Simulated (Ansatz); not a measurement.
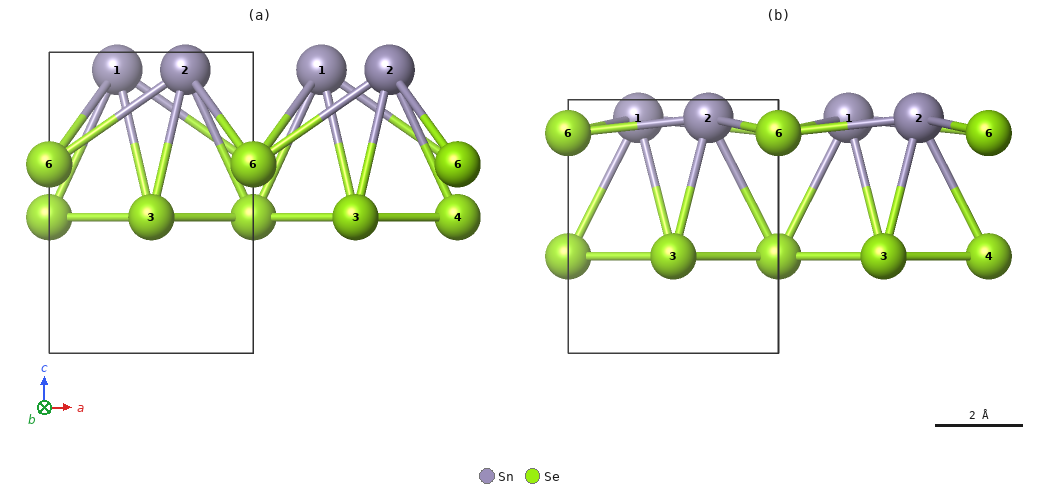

The structure of crystalline SnSe$_{2}$ (a generated structure, set up in P6mm) (coarse preliminary run) before (left) and after (right) a relaxation, at one scale.

A ball-and-stick model of the cell of the calculation, repeated 2 × 1 × 1 with one cell outlined, seen along the b axis.

All numbers below come from DFT PBE, scalar-relativistic, plane waves, PAW in Ansatz. (plane-wave cutoff 420 eV; k-point mesh 6 × 6 × 4; occupations gaussian; smearing width 0.1 eV; no spin polarisation; cell and atoms relaxed; force threshold 0.04 eV/Å; at most 70 steps)

What changed between the two?

The energy falls by 405 meV per atom in 11 accepted moves (12 points after the start). Largest force component: 0.71 eV/Å at the start, 0.0032 eV/Å at the end. Pressure: −0.45 GPa at the start and 0.04 GPa at the end. The SCF was repeated once at an unchanged geometry on a basis and grid sized afresh for the cell, which shifted the energy by 0.1 meV per atom at most. The atom that moves furthest relative to the cell is a Se atom (1.40 Å along +c). Largest moves by element: Se 1.40 Å, Sn 0.08 Å. The volume changes by −10.6 %, with a = b 5.425 → 5.586 Å (+3.0 %), c 6.918 → 5.834 Å (−15.7 %). Some distances before and after: Se–Se 2.973 → 3.980 Å, Se–Sn 3.858 → 3.100 Å, Se–Sn 3.814 → 3.244 Å, Se–Sn 3.736 → 3.571 Å. The space group stays P6mm (No. 183). The run took 92 s on 1 thread of AMD EPYC 9R45 96-Core Processor (Zen 5), on a shared host, peak memory 0.53 GiB.

Limits of the set-up: layers or molecules are held without a dispersion correction, so their spacing is unreliable.
